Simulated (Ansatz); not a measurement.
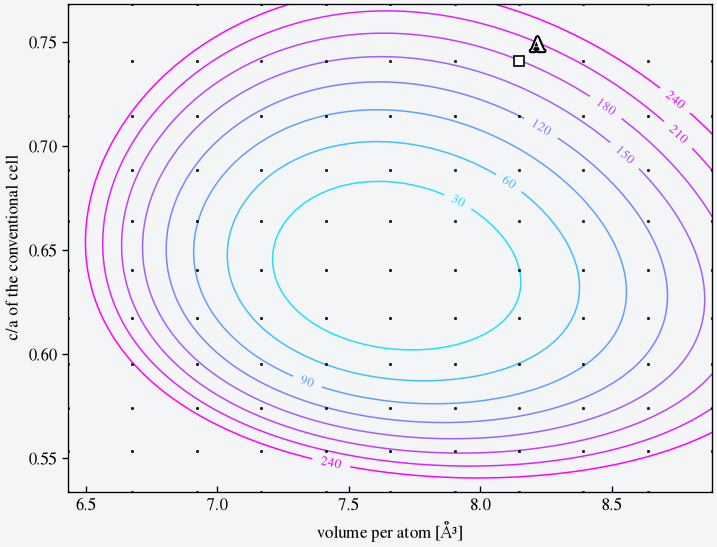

SiO₂ (P4_2/mnm, No. 136; 6 atoms in the cell). 
- The energy is mapped over volume and the cell's shape.
- The first coordinate is: volume per atom; the second: c/a of the conventional cell.
- Nothing is relaxed (fractional coordinates fixed).
- Grid: 11 × 11 points.
- Points are written as (first, second).
- All energies are given in meV/atom relative to the lowest grid point.
- Level of theory: DFT LDA, scalar-relativistic, plane waves, PAW in Ansatz. Settings: cutoff 520 eV, k-mesh 6×6×10 in the order of the run's cell vectors, gaussian smearing 0.05 eV, no spin polarisation.

In the figure: contour lines labelled in meV/atom (none above 240), dots at the grid points, the point A. Between grid points the surface is interpolated.

### Is A at rest? If not, where is it pushed?

A, at (8.148 Å³, 0.741), is not a stationary point. The computed force is 123 meV/atom for each Å³ towards smaller values of volume per atom and 2400 meV/atom for each unit towards smaller values of c/a of the conventional cell.

PAW datasets: the set soft_1.
